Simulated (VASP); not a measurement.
# SiC: GW quasiparticle gap

Wanted: how far GW moves the Kohn-Sham levels of SiC. The cell is of the wurtzite type, one of the forms listed for this formula. The start is a computed cell from the Materials Project.

Calculated with VASP 6.6.1; PBE; plane waves and PAW (Si_GW, C_GW), in the first sound run; inputs show where later runs differ.

### Step 1. Starting point

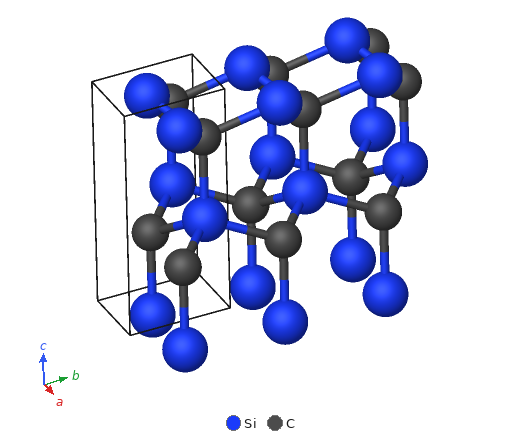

Start, viewed slightly off an axis; silicon blue, carbon dark grey. 2×3×1 cells are drawn. Some periodic images of atoms are drawn too.

### Step 2. Ground state, k-mesh 3×3×2

The orbitals come from a self-consistent PBE run with a tight EDIFF and a narrow smearing. KPOINTS_OPT adds the bands along a path, which shows whether the mesh holds the band edges.

INCAR reads:

```
SYSTEM = SiC
PREC = Accurate
ENCUT = 440
EDIFF = 1E-08
NELM = 100
ISMEAR = 0
SIGMA = 0.01
LREAL = .FALSE.
ALGO = Normal
GGA = PE
NBANDS = 14
LORBIT = 11
LWAVE = .TRUE.
LCHARG = .FALSE.
KPAR = 2
```

POSCAR reads:

```
SiC
1.0
    3.0735139282      0.0000000000      0.0000000000
   -1.5367569641      2.6617411407      0.0000000000
    0.0000000000      0.0000000000      5.0452477100
Si C
2 2
Direct
    0.3333333300      0.6666666700      0.4996024000
    0.6666666700      0.3333333300      0.9996024000
    0.3333333300      0.6666666700      0.8753976000
    0.6666666700      0.3333333300      0.3753976000
```

KPOINTS reads:

```
Automatic mesh
0
Gamma
3 3 2
0 0 0
```

KPOINTS_OPT reads:

```
Line mode
12
Line-mode
Reciprocal
  0.00000000   0.00000000   0.00000000 GAMMA
  0.50000000   0.00000000   0.00000000 M

  0.50000000   0.00000000   0.00000000 M
  0.33333333   0.33333333   0.00000000 K

  0.33333333   0.33333333   0.00000000 K
  0.00000000   0.00000000   0.00000000 GAMMA

  0.00000000   0.00000000   0.00000000 GAMMA
  0.00000000   0.00000000   0.50000000 A

  0.00000000   0.00000000   0.50000000 A
  0.50000000   0.00000000   0.50000000 L

  0.50000000   0.00000000   0.50000000 L
  0.33333333   0.33333333   0.50000000 H

  0.33333333   0.33333333   0.50000000 H
  0.00000000   0.00000000   0.50000000 A

  0.50000000   0.00000000   0.50000000 L
  0.50000000   0.00000000   0.00000000 M

  0.33333333   0.33333333   0.00000000 K
  0.33333333   0.33333333   0.50000000 H
```

Potentials, in the order of the species: Si_GW and C_GW (PBE family, release 64).

Run with:

```sh
$ mpirun -np 8 vasp_std
```

What it wrote:

```text
[banner, memory and clock lines left out]
running    8 mpi-ranks, on    1 nodes
 distrk:  each k-point on    4 cores,    2 groups
 distr:  one band on    1 cores,    4 groups

 POSCAR found type information on POSCAR SiC
 POSCAR found :  2 types and       4 ions
|                                                                             |
|           W    W    AA    RRRRR   N    N  II  N    N   GGGG   !!!           |
|           W    W   A  A   R    R  NN   N  II  NN   N  G    G  !!!           |
|           W    W  A    A  R    R  N N  N  II  N N  N  G       !!!           |
|           W WW W  AAAAAA  RRRRR   N  N N  II  N  N N  G  GGG   !            |
|           WW  WW  A    A  R   R   N   NN  II  N   NN  G    G                |
|           W    W  A    A  R    R  N    N  II  N    N   GGGG   !!!           |
|                                                                             |
|     For optimal performance we recommend to set                             |
|       NCORE = 2 up to number-of-cores-per-socket                            |
|     NCORE specifies how many cores store one orbital (NPAR=cpu/NCORE).      |
|     This setting can greatly improve the performance of VASP for DFT.       |
|     The default, NCORE=1 might be grossly inefficient on modern             |
|     multi-core architectures or massively parallel machines. Do your        |
|     Unfortunately you need to use the default for GW and RPA                |
|     calculations (for HF NCORE is supported but not extensively tested      |
|     yet).                                                                   |
|                                                                             |

 LDA part: xc-table for (Slater+PW92), standard interpolation
|                                                                             |
|           W    W    AA    RRRRR   N    N  II  N    N   GGGG   !!!           |
|           W    W   A  A   R    R  NN   N  II  NN   N  G    G  !!!           |
|           W    W  A    A  R    R  N N  N  II  N N  N  G       !!!           |
|           W WW W  AAAAAA  RRRRR   N  N N  II  N  N N  G  GGG   !            |
|           WW  WW  A    A  R   R   N   NN  II  N   NN  G    G                |
|           W    W  A    A  R    R  N    N  II  N    N   GGGG   !!!           |
|                                                                             |
|     The number of bands has been changed from the values supplied in        |
|     The orbitals not found in the WAVECAR file will be initialized with     |
|     random numbers, which is usually adequate. For correlated               |
|     calculations, however, you should redo the groundstate calculation.     |
|     I found NBANDS = 14. Now, NBANDS = 16.                                  |
|                                                                             |

 POSCAR, INCAR and KPOINTS ok, starting setup
 FFT: planning ... GRIDC
 FFT: planning ... GRID_SOFT
 FFT: planning ... GRID
 WAVECAR not read
 entering main loop
       N       E                     dE             d eps       ncg     rms          rms(c)
DAV:   1     0.196847931108E+02    0.19685E+02   -0.65562E+03   248   0.804E+02
DAV:   2    -0.315721460476E+02   -0.51257E+02   -0.46558E+02   296   0.189E+02
DAV:   3    -0.335195357500E+02   -0.19474E+01   -0.19326E+01   264   0.312E+01
DAV:   4    -0.335709366768E+02   -0.51401E-01   -0.51383E-01   280   0.590E+00
DAV:   5    -0.335718046516E+02   -0.86797E-03   -0.86785E-03   272   0.773E-01    0.102E+01
DAV:   6    -0.296875193820E+02    0.38843E+01   -0.69432E+00   264   0.209E+01    0.314E+00
DAV:   7    -0.295859664127E+02    0.10155E+00   -0.11632E+00   280   0.700E+00    0.175E+00
DAV:   8    -0.295722722369E+02    0.13694E-01   -0.10129E-01   256   0.289E+00    0.460E-01
DAV:   9    -0.295646854322E+02    0.75868E-02   -0.16174E-02   264   0.113E+00    0.720E-02
DAV:  10    -0.295651273989E+02   -0.44197E-03   -0.37656E-03   288   0.403E-01    0.669E-02
DAV:  11    -0.295650937245E+02    0.33674E-04   -0.29709E-04   264   0.154E-01    0.880E-03
DAV:  12    -0.295650973146E+02   -0.35902E-05   -0.32481E-05   280   0.443E-02    0.186E-03
DAV:  13    -0.295650979882E+02   -0.67354E-06   -0.16563E-06   288   0.100E-02    0.145E-03
DAV:  14    -0.295650979686E+02    0.19636E-07   -0.12726E-07   272   0.291E-03    0.678E-04
DAV:  15    -0.295650979226E+02    0.45951E-07   -0.38747E-08   272   0.155E-03    0.114E-04
DAV:  16    -0.295650979232E+02   -0.59720E-09   -0.17272E-09   192   0.394E-04
   1 F= -.29565098E+02 E0= -.29565098E+02  d E =-.143329E-16
 Start KPOINTS_OPT (optional k-point list driver)
k-point batch [1-6\108]
       N       E                     dE             ncg
DAV:   1     0.637723002039E+03    0.29734E+03      248
DAV:   2     0.287670170489E+03   -0.35005E+03      320
DAV:   3     0.271827407202E+03   -0.15843E+02      272
DAV:   4     0.271270272529E+03   -0.55713E+00      288
DAV:   5     0.271258769830E+03   -0.11503E-01      280
DAV:   6     0.271257811013E+03   -0.95882E-03      296
DAV:   7     0.271257798450E+03   -0.12563E-04      296
DAV:   8     0.271257797924E+03   -0.52617E-06      288
DAV:   9     0.271257797908E+03   -0.15822E-07      248
DAV:  10     0.271257797907E+03   -0.73646E-09      200
[...]
k-point batch [103-108\108]
       N       E                     dE             ncg
DAV:   1     0.415450129809E+03   -0.34933E+04      248
DAV:   2     0.152276647964E+03   -0.26317E+03      288
DAV:   3     0.142104264652E+03   -0.10172E+02      280
DAV:   4     0.141754008503E+03   -0.35026E+00      304
DAV:   5     0.141748553956E+03   -0.54545E-02      280
DAV:   6     0.141748142013E+03   -0.41194E-03      304
DAV:   7     0.141748137741E+03   -0.42713E-05      280
DAV:   8     0.141748137524E+03   -0.21719E-06      288
DAV:   9     0.141748137519E+03   -0.50833E-08      256
 writing wavefunctions
```

Wall time 4.8 s (8 MPI ranks of Intel Xeon Platinum 8375C at 2.90GHz (Ice Lake), shared host); peak memory 0.91 GiB; 31 s of CPU time.

Lines that name or quote the potential files are left out of all logs, and their timing lines are given in words.

From OUTCAR (step 2):

```text
ion  position               nearest neighbor table
   1  0.333  0.667  0.500-   4 1.88   4 1.88   4 1.88   3 1.90   2 3.08   2 3.08   2 3.08   2 3.08
                             2 3.08   2 3.08
   2  0.667  0.333  1.000-   3 1.88   3 1.88   3 1.88   4 1.90   1 3.08   1 3.08   1 3.08   1 3.08
                             1 3.08   1 3.08
   3  0.333  0.667  0.875-   2 1.88   2 1.88   2 1.88   1 1.90
   4  0.667  0.333  0.375-   1 1.88   1 1.88   1 1.88   2 1.90

  LATTYP: Found a hexagonal cell.
 ALAT       =     3.0735139282
 C/A-ratio  =     1.6415242709

 Subroutine GETGRP returns: Found 12 space group operations
 (whereof  6 operations were pure point group operations)

The static configuration has the point symmetry C_3v.
 The point group associated with its full space group is C_6v.

 Found      6 irreducible k-points:

   k-points           NKPTS =      6   k-points in BZ     NKDIM =      6   number of bands    NBANDS=     16

   dimension x,y,z NGX =    24 NGY =   24 NGZ =   36
   dimension x,y,z NGXF=    48 NGYF=   48 NGZF=   72

   ENCUT  =  440.0 eV  32.34 Ry    5.69 a.u.   5.26  5.26  8.63*2*pi/ulx,y,z

   NELECT =      16.0000    total number of electrons

 k-points in reciprocal lattice and weights: Automatic mesh
   0.00000000  0.00000000  0.00000000       0.056
   0.33333333 -0.00000000  0.00000000       0.333
   0.33333333  0.33333333  0.00000000       0.111
   0.00000000  0.00000000  0.50000000       0.056
   0.33333333 -0.00000000  0.50000000       0.333
   0.33333333  0.33333333  0.50000000       0.111

 average (electrostatic) potential at core
       1 -64.1372       2 -64.1372       3 -44.8919       4 -44.8919

 E-fermi :   8.0949

 k-point     1 :       0.0000    0.0000    0.0000
  band No.  band energies     occupation
    ...
      4       6.7071      2.00000
      5       6.7071      2.00000
      6       7.9169      2.00000
      7       8.0388      2.00000
      8       8.0388      2.00000
      9      12.8035      0.00000
     10      14.2345      0.00000
     11      14.6353      0.00000
     12      14.6353      0.00000
     13      15.7331      0.00000
    ...

 k-point     2 :       0.3333   -0.0000    0.0000
  band No.  band energies     occupation
    ...
      4       1.7580      2.00000
      5       3.6369      2.00000
      6       5.0549      2.00000
      7       6.1718      2.00000
      8       7.1175      2.00000
      9      11.3416      0.00000
     10      12.8826      0.00000
     11      15.2064      0.00000
     12      15.4158      0.00000
     13      16.5093      0.00000
    ...

 k-point     3 :       0.3333    0.3333    0.0000
  band No.  band energies     occupation
    ...
      4       1.7340      2.00000
      5       1.7340      2.00000
      6       3.9480      2.00000
      7       3.9480      2.00000
      8       4.1660      2.00000
      9      10.2333      0.00000
     10      16.1855      0.00000
     11      16.8517      0.00000
     12      16.8517      0.00000
     13      17.6943      0.00000
    ...

  Total        1.2148018      1.2148018      0.2967325      0.0000000      0.0000000      0.0000000
  in kB       47.1555154     47.1555154     11.5184002      0.0000000      0.0000000      0.0000000
  external PRESSURE =      35.2764770 kB  Pullay stress =       0.0000000 kB

  energy-cutoff  :      440.00
  volume of cell :       41.27
      direct lattice vectors                 reciprocal lattice vectors
     3.073513928  0.000000000  0.000000000     0.325360491  0.187846967  0.000000000
    -1.536756964  2.661741141  0.000000000     0.000000000  0.375693934  0.000000000
     0.000000000  0.000000000  5.045247710     0.000000000  0.000000000  0.198206324

 POSITION                                       TOTAL-FORCE (eV/Angst)
 -----------------------------------------------------------------------------------
     -0.00000      1.77449      2.52062         0.000000     -0.000000     -0.159327
      1.53676      0.88725      5.04324        -0.000000      0.000000     -0.159327
     -0.00000      1.77449      4.41660         0.000000     -0.000000      0.159327
      1.53676      0.88725      1.89397        -0.000000      0.000000      0.159327
 -----------------------------------------------------------------------------------
    total drift:                                0.000001     -0.000000     -0.000196

  FREE ENERGIE OF THE ION-ELECTRON SYSTEM (eV)
  ---------------------------------------------------
  free  energy   TOTEN  =       -29.5650979232 eV

  energy  without entropy=      -29.5650979232  energy(sigma->0) =      -29.56509792

 total charge
# of ion       s       p       d       tot
------------------------------------------
    1        0.678   0.955   0.214   1.846
    2        0.678   0.955   0.214   1.846
    3        0.801   1.708   0.000   2.509
    4        0.801   1.708   0.000   2.509
--------------------------------------------------
tot          2.957   5.326   0.428   8.711

[... 3 further parts left out ...]
```

This step gave:

```yaml
free_energy_toten: -29.57 eV
fermi_energy: 8.095 eV
pressure: 3.528 GPa
least_gap_on_mesh_and_path: 2.194 eV
least_direct_gap_on_mesh_and_path: 3.915 eV
```

The highest empty bands on the path are converged less tightly, to about 0.1 eV. The electronic bands at the labelled points (eV, zero at the valence-band top; v1 is the highest filled band, c1 the lowest empty one):

```tsv
point	v4	v3	v2	v1	c1	c2	c3	c4
Γ	-1.33	-0.12	0.00	0.00	4.76	6.20	6.60	6.60
M	-5.49	-3.36	-3.34	-1.21	2.71	4.17	6.85	7.06
K	-6.30	-4.09	-4.09	-3.87	2.19	8.15	8.81	8.81
Γ	-1.33	-0.12	0.00	0.00	4.76	6.20	6.60	6.60
A	-0.72	-0.72	-0.72	-0.72	5.85	5.85	7.28	7.28
L	-2.47	-2.47	-2.36	-2.36	3.22	3.22	5.19	5.19
H	-5.70	-5.70	-1.76	-1.76	5.01	5.01	5.97	5.97
A	-0.72	-0.72	-0.72	-0.72	5.85	5.85	7.28	7.28
jump to L	-2.47	-2.47	-2.36	-2.36	3.22	3.22	5.19	5.19
M	-5.49	-3.36	-3.34	-1.21	2.71	4.17	6.85	7.06
jump to K	-6.30	-4.09	-4.09	-3.87	2.19	8.15	8.81	8.81
H	-5.70	-5.70	-1.76	-1.76	5.01	5.01	5.97	5.97
```

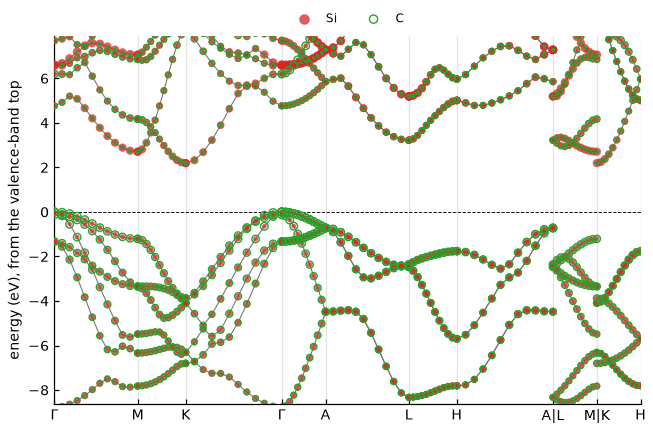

Electronic bands along the path; dots are coloured as in the legend, and their area grows with the weight.

The cell has a gap of 2.19 eV on mesh and path and a pressure of +3.5 GPa, which holds the misfit of the given cell and coordinates with this functional, and any error of cutoff, mesh and data sets. Forces of up to 0.16 eV/Å remain in these settings.

### Step 3. Empty bands, k-mesh 3×3×2

The next step needs empty bands that the ground-state run didn't converge, so the Hamiltonian is diagonalised exactly for NBANDS bands, in a single step. LOPTICS writes the k-derivatives of the orbitals (WAVEDER), which give the long-wavelength limit of the screening.

INCAR reads:

```
SYSTEM = SiC
PREC = Accurate
ENCUT = 440
ISMEAR = 0
SIGMA = 0.01
LREAL = .FALSE.
GGA = PE
NBANDS = 96
ALGO = Exact
NELM = 1
LWAVE = .TRUE.
LCHARG = .FALSE.
LOPTICS = .TRUE.
NEDOS = 1000
CSHIFT = 0.1
```

POSCAR is that of step 2.

KPOINTS is that of step 2.

Run with:

```sh
$ mpirun -np 8 vasp_std
```

What it wrote:

```text
[banner, memory and clock lines left out]
running    8 mpi-ranks, on    1 nodes
 distrk:  each k-point on    8 cores,    1 groups
 distr:  one band on    1 cores,    8 groups

 POSCAR found type information on POSCAR SiC
 POSCAR found :  2 types and       4 ions
 [... a notice as in an earlier step ...]

 LDA part: xc-table for (Slater+PW92), standard interpolation
 found WAVECAR, reading the header
  number of bands has changed, file:    16 present:    96
  trying to continue reading WAVECAR, but it might fail
 POSCAR, INCAR and KPOINTS ok, starting setup
 FFT: planning ... GRIDC
 FFT: planning ... GRID_SOFT
 FFT: planning ... GRID
 reading WAVECAR
 random initialization beyond band           16
 the WAVECAR file was read successfully
 initial charge from wavefunction
 entering main loop
       N       E                     dE             d eps       ncg     rms          rms(c)
DIA:   1    -0.295650979167E+02   -0.29565E+02    0.00000E+00     0   0.000E+00
   1 F= -.29565098E+02 E0= -.29565098E+02  d E =-.298570E-20
 writing wavefunctions
 optical routines
 imaginary and real dielectric function
 recalculating local potential from charge density
 direction            1
 direction            2
 direction            3
```

Run time: 2.6 s. Hardware: 8 MPI ranks; peak memory 1 GiB.

OUTCAR, selected parts (step 3):

```text
 Found      6 irreducible k-points:

   k-points           NKPTS =      6   k-points in BZ     NKDIM =      6   number of bands    NBANDS=     96

   NELECT =      16.0000    total number of electrons

 E-fermi :   8.1020

  Total        1.2147241      1.2147241      0.2966623      0.0000000      0.0000000      0.0000000
  in kB       47.1525025     47.1525025     11.5156745      0.0000000      0.0000000      0.0000000
  external PRESSURE =      35.2735599 kB  Pullay stress =       0.0000000 kB

 POSITION                                       TOTAL-FORCE (eV/Angst)
 -----------------------------------------------------------------------------------
     -0.00000      1.77449      2.52062         0.000000      0.000000     -0.159326
      1.53676      0.88725      5.04324         0.000000     -0.000000     -0.159326
     -0.00000      1.77449      4.41660         0.000000     -0.000000      0.159326
      1.53676      0.88725      1.89397        -0.000000      0.000000      0.159326
 -----------------------------------------------------------------------------------
    total drift:                                0.000001     -0.000000     -0.000191

  FREE ENERGIE OF THE ION-ELECTRON SYSTEM (eV)
  ---------------------------------------------------
  free  energy   TOTEN  =       -29.5650979167 eV

  energy  without entropy=      -29.5650979167  energy(sigma->0) =      -29.56509792

 plasma frequency squared (from intraband transitions) (eV^2)
  --------------------------------------------------------------------------------------
       0.000       0.000       0.000
       0.000       0.000       0.000
       0.000       0.000       0.000

[... 15 parts as in an earlier step ...]
```

WAVECAR now holds 96 bands for 16 electrons. Its independent-particle dielectric tensor has xx, yy, zz = 10.8, 10.8, 7.0 on this mesh, which isn't tested for convergence in mesh or bands and lacks local fields.

[end of part 1 of 3]

[Lines on the potential files, build, host, timing and source positions are cut from VASP's logs without a mark.]

[Logs are printed without paths, hosts, clocks, repeated set-up lines and the standing remarks that a program may print on its own settings, such as how far it seeks lower states.]

[Hosts, paths, dates, database ids (printed as entryN), source tags and the programs' standing remarks are cut or masked in the printed files.]

[Pressures printed for these runs are not shown converged in the cutoff: they can be off by several GPa and have the wrong sign.]
